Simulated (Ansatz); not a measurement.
## MgF₂: single-point calculation (part 2 of 2)

Continued. System: MgF₂ (P4₂/mnm, 6 atoms in the cell). Method: DFT, r2SCAN, paw_fr, spin-orbit coupling (Ansatz 0.2.0); cutoff 500 eV, 7×7×10 k-mesh, Fermi–Dirac smearing of 0.1 eV. 

Geometry of the input (Å; fractional positions):
```
3.9140  0.0000  0.0000
0.0000  3.9140  0.0000
0.0000  0.0000  2.6338
Mg 0.0000  0.0000  0.0000
Mg 0.5000  0.5000  0.5000
F  0.3000  0.3000  0.0000
F  0.7000  0.7000  0.0000
F  0.8000  0.2000  0.5000
F  0.2000  0.8000  0.5000
```

The program's output, continued
```
  k-point 1: bands = ["-63.5976", "-63.5976", "-63.5840", "-63.5840", "-29.0979", "-29.0979", "-28.9451", "-28.9451", "-28.8586", "-28.8586", "-28.7128", "-28.7128", "-28.6661", "-28.6661", "-28.6437", "-28.6437", "-16.2679", "-16.2679", "-13.9767", "-13.9767", "-13.9357", "-13.9357", "-13.9260", "-13.9260", "1.8862", "1.8862", "2.8507", "2.8507", "4.6410", "4.6410", "4.6765", "4.6765", "4.7306", "4.7306", "4.8933", "4.8933", "5.8034", "5.8034", "5.8046", "5.8046", "6.8782", "6.8782", "7.5861", "7.5861", "7.6317", "7.6317", "7.8702", "7.8702", "20.4691", "20.4691", "25.0977", "25.0977", "25.2506", "25.2506", "25.2604", "25.2604", "27.9702", "27.9702", "30.0638", "30.0638", "32.9028", "32.9028", "33.8133", "33.8133"]
  k-point 2: bands = ["-63.5917", "-63.5917", "-63.5801", "-63.5801", "-29.0884", "-29.0884", "-28.9740", "-28.9740", "-28.8319", "-28.8319", "-28.7730", "-28.7730", "-28.6980", "-28.6980", "-28.6641", "-28.6641", "-15.9592", "-15.9592", "-13.9784", "-13.9784", "-13.9362", "-13.9362", "-13.9282", "-13.9282", "2.1962", "2.1962", "3.2164", "3.2164", "4.3035", "4.3035", "4.6363", "4.6363", "4.6597", "4.6597", "4.7889", "4.7889", "5.6291", "5.6291", "5.6348", "5.6348", "6.1256", "6.1256", "7.3618", "7.3618", "7.4066", "7.4066", "7.5166", "7.5166", "21.4164", "21.4164", "25.8836", "25.8836", "26.0281", "26.0281", "26.0365", "26.0365", "27.8558", "27.8558", "30.6604", "30.6604", "30.8405", "30.8405", "33.6652", "33.6652"]
  k-point 59: bands = ["-63.5731", "-63.5731", "-63.5731", "-63.5731", "-29.1303", "-29.1303", "-29.1069", "-29.1069", "-28.8539", "-28.8539", "-28.8225", "-28.8225", "-28.6965", "-28.6965", "-28.6892", "-28.6892", "-14.3632", "-14.3632", "-14.3341", "-14.3341", "-14.1342", "-14.1342", "-14.1019", "-14.1019", "2.0781", "2.0781", "2.1836", "2.1836", "2.4769", "2.4769", "2.5533", "2.5533", "5.6329", "5.6329", "5.8034", "5.8034", "6.1336", "6.1336", "6.2410", "6.2410", "6.6717", "6.6717", "6.7156", "6.7156", "7.2850", "7.2850", "7.2889", "7.2889", "25.1038", "25.1038", "25.2467", "25.2467", "28.0674", "28.0674", "28.3751", "28.3751", "28.5602", "28.5602", "28.7602", "28.7602", "30.0030", "30.0030", "31.0758", "31.0758"]
--- Löwdin populations: 6 sites ---
  site symbol       q [e]
     0     Mg      8.3160
     1     Mg      8.3160
     2      F      7.8007
     3      F      7.8007
     4      F      7.8007
     5      F      7.8007
  spilling = 0.003442 (of n_electrons = 48.000000)
```

File populations.tsv
```
# site	symbol	l	j	q
# orbitals = lowdin
# n_electrons = 48.000000
# spilling = 0.003442
0	Mg	0_2S	0.5	1.993114
0	Mg	0_3S	0.5	0.323672
0	Mg	1_2P	0.5	1.999744
0	Mg	1_2P	1.5	3.999476
1	Mg	0_2S	0.5	1.993114
1	Mg	0_3S	0.5	0.323672
1	Mg	1_2P	0.5	1.999744
1	Mg	1_2P	1.5	3.999476
2	F	0_2S	0.5	1.898102
2	F	1_2P	0.5	1.967622
2	F	1_2P	1.5	3.934967
3	F	0_2S	0.5	1.898102
3	F	1_2P	0.5	1.967622
3	F	1_2P	1.5	3.934967
4	F	0_2S	0.5	1.898102
4	F	1_2P	0.5	1.967622
4	F	1_2P	1.5	3.934967
5	F	0_2S	0.5	1.898102
5	F	1_2P	0.5	1.967622
5	F	1_2P	1.5	3.934967
```

File rho_z.tsv
```
# z_ang	rho[e/angstrom^3]	m_x[e/angstrom^3]	m_y[e/angstrom^3]	m_z[e/angstrom^3]	m_norm[e/angstrom^3]
# format = ansatz-planar-average/11
# lattice	3.913968965	0.000000000	0.000000000
# lattice	0.000000000	3.913968965	0.000000000
# lattice	0.000000000	0.000000000	2.633839582
# sites	6
# site	12	0.000000000	0.000000000	0.000000000
# site	12	1.956984483	1.956984483	1.316919791
# site	9	1.174343080	1.174343080	0.000000000
# site	9	2.739625885	2.739625885	0.000000000
# site	9	3.131327563	0.782641403	1.316919791
# site	9	0.782641403	3.131327563	1.316919791
0.000000	2.063383e0	0.000000e0	0.000000e0	0.000000e0	0.000000e0
0.131692	1.863913e0	0.000000e0	0.000000e0	0.000000e0	0.000000e0
0.263384	1.384450e0	0.000000e0	0.000000e0	0.000000e0	0.000000e0
0.395076	8.824062e-1	0.000000e0	0.000000e0	0.000000e0	0.000000e0
0.526768	5.579691e-1	0.000000e0	0.000000e0	0.000000e0	0.000000e0
0.658460	4.555841e-1	0.000000e0	0.000000e0	0.000000e0	0.000000e0
0.790152	5.579691e-1	0.000000e0	0.000000e0	0.000000e0	0.000000e0
0.921844	8.824062e-1	0.000000e0	0.000000e0	0.000000e0	0.000000e0
1.053536	1.384450e0	0.000000e0	0.000000e0	0.000000e0	0.000000e0
1.185228	1.863913e0	0.000000e0	0.000000e0	0.000000e0	0.000000e0
1.316920	2.063383e0	0.000000e0	0.000000e0	0.000000e0	0.000000e0
1.448612	1.863913e0	0.000000e0	0.000000e0	0.000000e0	0.000000e0
1.580304	1.384450e0	0.000000e0	0.000000e0	0.000000e0	0.000000e0
1.711996	8.824062e-1	0.000000e0	0.000000e0	0.000000e0	0.000000e0
1.843688	5.579691e-1	0.000000e0	0.000000e0	0.000000e0	0.000000e0
1.975380	4.555841e-1	0.000000e0	0.000000e0	0.000000e0	0.000000e0
2.107072	5.579691e-1	0.000000e0	0.000000e0	0.000000e0	0.000000e0
2.238764	8.824062e-1	0.000000e0	0.000000e0	0.000000e0	0.000000e0
2.370456	1.384450e0	0.000000e0	0.000000e0	0.000000e0	0.000000e0
2.502148	1.863913e0	0.000000e0	0.000000e0	0.000000e0	0.000000e0
```

File v_z.tsv
```
# z_ang	v_es[eV]	v_tot[eV]	b_x[eV]	b_y[eV]	b_z[eV]
# format = ansatz-planar-average/11
# xc	r2scan
# density_cutoff_ev	2000
# datasets	Mg=:simpson_from_first_knot:soft:shift=0	F=:simpson_from_first_knot:soft:shift=0
# lattice	3.913968965	0.000000000	0.000000000
# lattice	0.000000000	3.913968965	0.000000000
# lattice	0.000000000	0.000000000	2.633839582
# sites	6
# site	12	0.000000000	0.000000000	0.000000000
# site	12	1.956984483	1.956984483	1.316919791
# site	9	1.174343080	1.174343080	0.000000000
# site	9	2.739625885	2.739625885	0.000000000
# site	9	3.131327563	0.782641403	1.316919791
# site	9	0.782641403	3.131327563	1.316919791
0.000000	-6.095103e-2	-1.348106e1	0.000000e0	0.000000e0	0.000000e0
0.131692	5.410520e-1	-1.277607e1	0.000000e0	0.000000e0	0.000000e0
0.263384	2.337536e0	-1.047025e1	0.000000e0	0.000000e0	0.000000e0
0.395076	4.871884e0	-7.192521e0	0.000000e0	0.000000e0	0.000000e0
0.526768	7.573406e0	-3.936109e0	0.000000e0	0.000000e0	0.000000e0
0.658460	8.980082e0	-2.311569e0	0.000000e0	0.000000e0	0.000000e0
0.790152	7.573406e0	-3.936109e0	0.000000e0	0.000000e0	0.000000e0
0.921844	4.871884e0	-7.192521e0	0.000000e0	0.000000e0	0.000000e0
1.053536	2.337536e0	-1.047025e1	0.000000e0	0.000000e0	0.000000e0
1.185228	5.410520e-1	-1.277607e1	0.000000e0	0.000000e0	0.000000e0
1.316920	-6.095103e-2	-1.348106e1	0.000000e0	0.000000e0	0.000000e0
1.448612	5.410520e-1	-1.277607e1	0.000000e0	0.000000e0	0.000000e0
1.580304	2.337536e0	-1.047025e1	0.000000e0	0.000000e0	0.000000e0
1.711996	4.871884e0	-7.192521e0	0.000000e0	0.000000e0	0.000000e0
1.843688	7.573406e0	-3.936109e0	0.000000e0	0.000000e0	0.000000e0
1.975380	8.980082e0	-2.311569e0	0.000000e0	0.000000e0	0.000000e0
2.107072	7.573406e0	-3.936109e0	0.000000e0	0.000000e0	0.000000e0
2.238764	4.871884e0	-7.192521e0	0.000000e0	0.000000e0	0.000000e0
2.370456	2.337536e0	-1.047025e1	0.000000e0	0.000000e0	0.000000e0
2.502148	5.410520e-1	-1.277607e1	0.000000e0	0.000000e0	0.000000e0
```

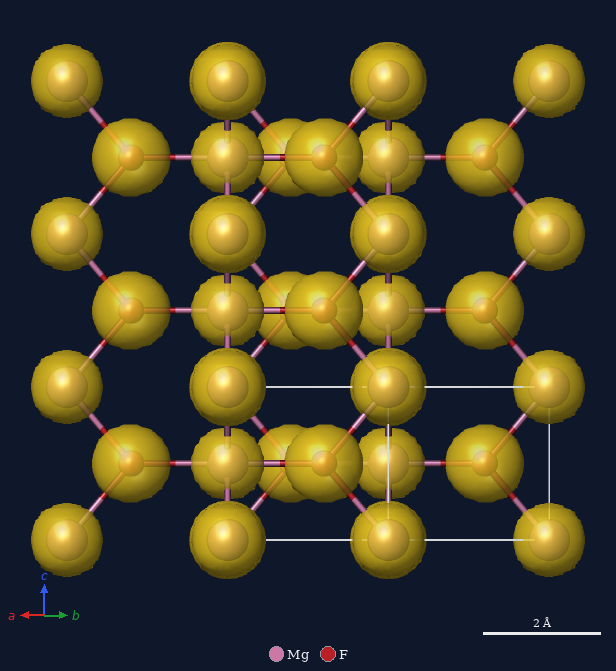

Isosurface of the valence electron density at 1.5 e/Å³ (yellow), seen along [110]. Sticks mark near contacts. The outline is the cell set on symmetry axes. At this value the density breaks into separate islands; it holds about 75 % of the electrons treated as valence (semicore included). It is pinched off along the Mg–F (1.66 Å) and Mg–F (1.72 Å) contacts. On the grid the lowest density along these lines, outside the cores, is 0.73 e/Å³ (Mg–F, 1.66 Å) and 0.6 e/Å³ (Mg–F, 1.72 Å). Core electrons are frozen (PAW), so the fields are smoothed inside the atomic spheres.

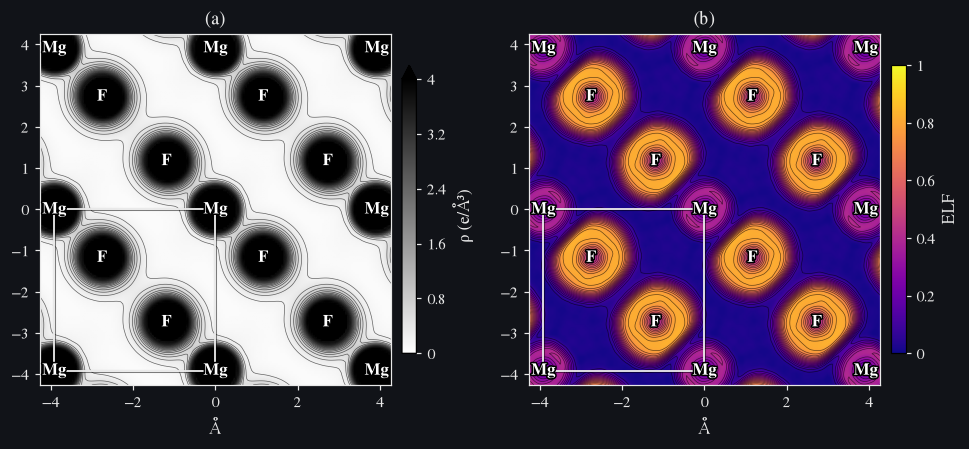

(a) valence pseudo-density; (b) ELF on the (001) plane of the conventional cell. The section cuts through Mg and F sites. Mg–F (1.66 Å): ρ is about 0.81 e/Å³ halfway; the ELF is about 0.30 at the midpoint. Away from the nuclei the density in this plane falls to 0.06 e/Å³ at its lowest.
